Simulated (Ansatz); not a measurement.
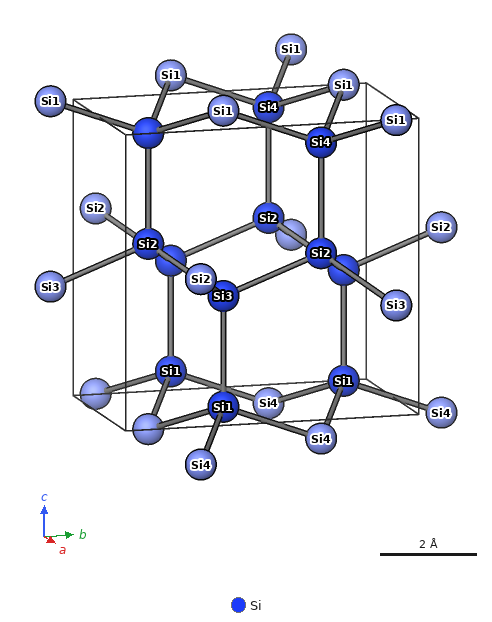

The structure (ball-and-stick view of the cell 2 times as large as that of the calculation, set on its symmetry axes, seen slightly off an axis; neighbours outside the cell are drawn fainter; atoms are numbered from 1 in the order of the input).

## Run report: Si, single-point calculation

- system: Si (Cmcm, 4 atoms in the cell)
- method: DFT PBEsol, scalar-relativistic, plane waves, PAW, no spin polarisation (Ansatz 0.2.0)

The structure derives from a Materials Project entry. It belongs to a series of runs on one base structure; here: strain +0.0350 x Voigt [1, -1, 0, 0, 0, 0], atoms carried along. Figures and captions count atoms from 1; the log counts them from 0 in places.

The input:
```yaml
crystal:
  lattice:
    - [3.9654135716, 0.0, 0.0]
    - [-1.9827067858, 3.201887612, 0.0]
    - [0.0, 0.0, 6.3326220002]
  atoms:
    - { symbol: Si, position: [0.3333333333, 0.6666666667, 0.0630095] }
    - { symbol: Si, position: [0.6666666667, 0.3333333333, 0.5630095] }
    - { symbol: Si, position: [0.3333333333, 0.6666666667, 0.4369905] }
    - { symbol: Si, position: [0.6666666667, 0.3333333333, 0.9369905] }
basis:
  ecutwfc: 420
kpoints:
  mp_grid: { grid: [12, 12, 6] }
hamiltonian:
  xc: pbesol
scf:
  occupations: { method: gaussian, width: 0.03 }
output:
  forces: true
  stress: true
  eigenvalues: true
  write_density: true
  write_potential: true
  elf: true
  volumetric_format: npy
```

Command:
```bash
ansatz run input.yaml --threads 1 --pin off --max-ram 2560MiB --backend cpu --events-out ev --progress --plain --runs-dir out
```

The program's output:
```
Engine: ansatz 0.2.0, x86_64-unknown-linux-gnu
Pseudopotentials: kind: paw
Pseudopotential: Si, paw, valence charge 4, recommended cutoff 420 eV (normal), Si.paw.azcp
Functional definition: PBEsol
  exchange = pbesol_x
  correlation = pbesol_c
Crystal: 4 atoms, lattice volume = 80.404 Å³
Basis set: ecut = 420 eV, 1589 PW (Γ), exchange–correlation on 54×54×90 points (8 copies of the dense FFT grid, shifted against one another)
Bands: 12, of which v1, the nominal top of the filled ones, is band 8 counted from 1 (7 counted from 0)
Symmetry: 8 space group operations
Space group: Cmcm (ITA 63), of the structure as read, at distance tolerance 4.3e-5 Å
k-points: 172 of 864
Non-local potential: Si, projectors of the file, l = 0: 2, l = 1: 2, l = 2: 2
PAW form: soft (Blöchl's): semilocal exchange-correlation on the pseudo side does not see the compensation charge
PAW frozen core: Si, regenerated for the run's functional, and the local potential with it (the file was generated under x = pbe(κ = 0.804, μ = 0.2195149727645171), c = pbe(β = 0.06672455060314922))
PAW one-centre angular grid: Si, 110 points (default); XC on 64 Gauss nodes
Initial density: superposition of atomic densities (neutral atoms: chi_scale 0, normalization atom), corrected by the library's trained network
Initial wavefunctions: pseudopotential atomic-orbital guess
Functional: x = pbesol(κ = 0.804, μ = 0.12345679012345678), c = pbesol(β = 0.046)
SCF iter   1: F=—  HF=-2485.825358 eV  |F-HF|=—  |Δ(HF+E_count)|=         —  Δρ=2.61e-3  dr2=6.43e-3  ethr=1.77e-3  ⟨swp⟩=6.4  Hψ=15172  notcnv=0
preconditioner: auto → Kerker (q_TF=auto, 2.085 Å⁻¹)  [metal: Δε(μ)=0.011 eV  Ē_g=7.789 eV  σ=0.030 eV  W_gap=0.20  n_scr=10 (ndim 8)  ℏωp=16.6 eV  f_vac=0.000  D(μ)=0.37/eV (n_scr^D=0)]
SCF iter   2: F=—  HF=-2485.825052 eV  |F-HF|=—  |Δ(HF+E_count)|=   3.06e-4  Δρ=1.54e-3  dr2=2.51e-3  ethr=4.02e-5  ⟨swp⟩=1.7  Hψ=3950  notcnv=0
SCF iter   3: F=—  HF=-2485.824606 eV  |F-HF|=—  |Δ(HF+E_count)|=   4.46e-4  Δρ=1.93e-4  dr2=4.33e-5  ethr=1.57e-5  ⟨swp⟩=2.7  Hψ=3491  notcnv=0
SCF iter   4: F=—  HF=-2485.824638 eV  |F-HF|=—  |Δ(HF+E_count)|=   3.20e-5  Δρ=5.87e-5  dr2=2.31e-6  ethr=2.71e-7  ⟨swp⟩=2.1  Hψ=3443  notcnv=0
SCF iter   5: F=—  HF=-2485.824641 eV  |F-HF|=—  |Δ(HF+E_count)|=   2.72e-6  Δρ=1.45e-5  dr2=1.75e-7  ethr=1.44e-8  ⟨swp⟩=2.7  Hψ=3542  notcnv=0
SCF iter   6: F=-2485.824641 eV  HF=-2485.824641 eV  |F-HF|=8.58e-9  |Δ(HF+E_count)|=   2.59e-7  Δρ=2.72e-6  dr2=9.34e-9  ethr=6.25e-10  ⟨swp⟩=9.4  Hψ=15289  notcnv=0
SCF 1 converged in 6 iterations: F = -2485.824641 eV  dr2 = 9.34e-9
  greatest PAW one-centre occupation: 0.637 electrons in one spin orbital (limit 2), on the Si atom at site 3 (counted from 0), in its partial waves of l = 0
SCF converged after 6 iterations
Free energy (F): -2485.824641 eV
Harris-Foulkes:  -2485.824641 eV  (|F-HF|=8.58e-9)
Internal energy: -2485.824513 eV  (E = F + TS)
E sigma→0 (E₀):  -2485.824577 eV
Entropy (-TS):   -0.000128 eV (-0.032 meV/atom)
Fermi energy:    6.348964 eV
--- Per-component energies (eV) ---
  E_band       = 17.074616
  E_kinetic    = 160.961403
  E_local      = -111.122923  (includes V_loc(G=0)·N_el)
  E_nonlocal   = 104.165352
  E_hartree    = 30.040102
  E_xc         = -218.595434
  E_vxc        = -187.163694  (∫ρ·V_xc dr)
  E_paw        = -1995.754071  (= ΣΔE_a)
  E_vpaw       = -9.846032  (= ΣTr[D̂ρ^β])
  E_aug_tail   = 0.000024  (compensation charges beyond the density's cutoff)
  E_ewald      = -455.645208
  E_core_change = 0.126243  (= ΣΔE_core)
  E_smearing   = -0.000128  (= −TS)
  E_closure    = 0.000000  (closes the sum)
  Σ components = -2485.824641   (vs F -2485.824641, Δ=0.00e0)
--- Forces (eV/Å), atoms counted from 1 ---
  atom   1  Si    -0.00000000    -0.64541440     0.03950108
  atom   2  Si    -0.00000000     0.64541440     0.03950108
  atom   3  Si    -0.00000000    -0.64541440    -0.03950108
  atom   4  Si     0.00000000     0.64541440    -0.03950108
  max |Σ_I F_I| component: 1.11e-16 eV/Å
--- Stress (GPa, compression-positive) ---
       -6.015042       0.000000       0.000000
        0.000000       6.191325       0.000000
        0.000000       0.000000      -0.335176
  P = ⅓ Tr σ = -0.0530 GPa (-0.530 kbar)
--- Band table (eV; the first three rows and the last of 172) ---
  k-point 0: bands = ["-5.8427", "-3.5465", "-0.8773", "4.7509", "4.9799", "6.0464", "6.3116", "6.4998", "7.1689", "8.0086", "8.6683", "8.9215"]
  k-point 1: bands = ["-5.7527", "-3.8731", "-0.3818", "4.8217", "4.9784", "5.2479", "6.1354", "6.3332", "7.2719", "8.1555", "8.9353", "9.0692"]
  k-point 2: bands = ["-5.4856", "-4.4831", "0.7303", "3.6399", "5.0288", "5.2765", "5.7537", "5.9705", "7.5530", "8.5016", "8.5177", "9.4295"]
  k-point 171: bands = ["-3.2345", "-3.2345", "-0.1563", "-0.1563", "2.4344", "2.4344", "4.0483", "4.0483", "8.2142", "8.2142", "10.4146", "10.4146"]
```

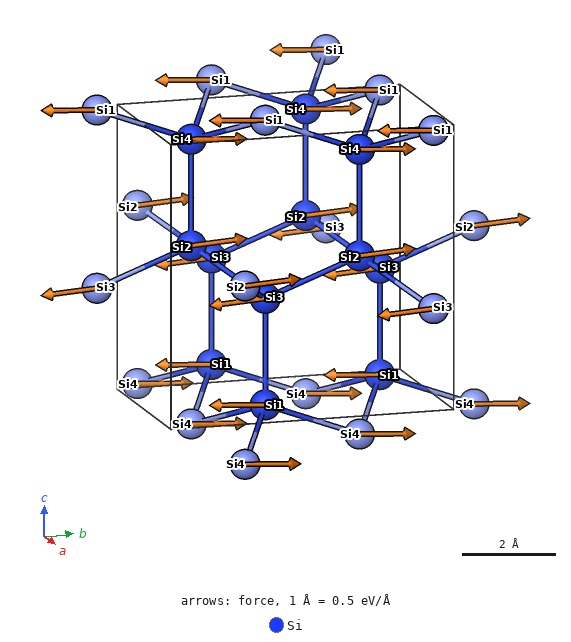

Forces on the atoms as orange arrows (ball-and-stick view of the cell 2 times as large as that of the calculation, set on its symmetry axes, seen at an oblique angle; neighbours outside the cell are drawn fainter; atoms are numbered from 1 in the order of the input). The largest act on all 4 Si atoms (0.65 eV/Å). The geometry is not a stationary point of this energy.

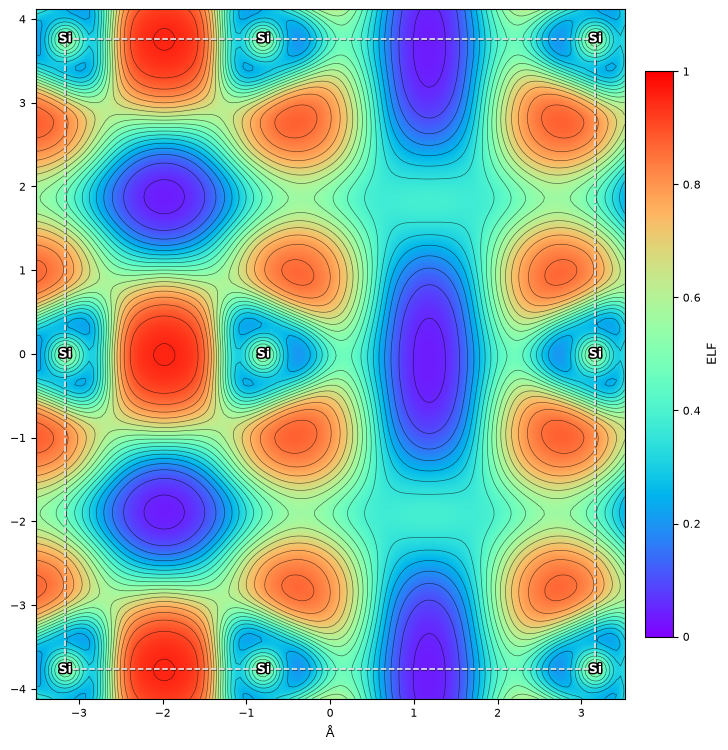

ELF on the (110) plane of the conventional cell. The section cuts through Si sites. Si–Si (2.37 Å): the ELF peaks at about 0.95 between the atoms (a shared electron pair). The fields are those of the smooth PAW valence density.

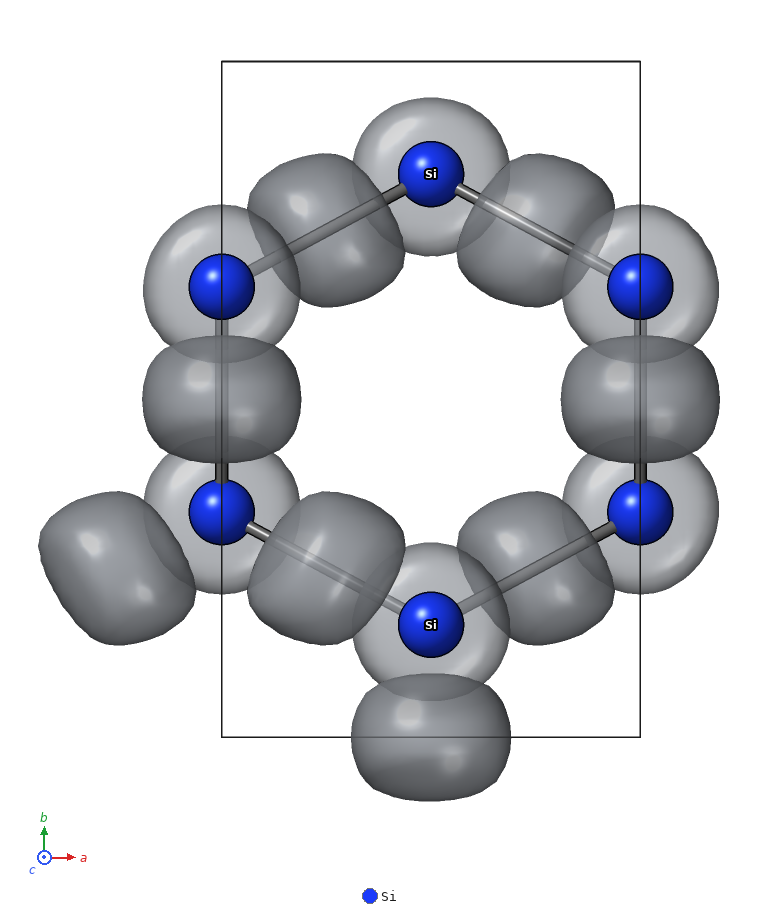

Isosurface of the ELF at 0.75 (grey), seen along the c axis. Core shells and regions of very low density are left out. Sticks mark near contacts. The outline is the cell set on symmetry axes. Profiles from the grid: Si–Si (2.28 Å): the ELF peaks at about 0.95 between the atoms, which marks localised, shared-pair bonding. Si–Si (2.37 Å): the ELF peaks at about 0.95 between the atoms (a shared electron pair).

Key numbers:

- outcome: converged
- space group (tolerance 0.01 Å): Cmcm (63)
- electrons treated: 16
- free energy: −2485.8246 eV
- Fermi energy: 6.349 eV
- gap on the k-point mesh: none (metallic)
- pressure: −0.05 GPa
- largest force (length of the vector): 0.647 eV/Å
- hardware: 1 thread of AMD EPYC (Zen 3), 32 GiB of memory available, shared host
- wall time: 13 s
- peak memory: 0.47 GiB
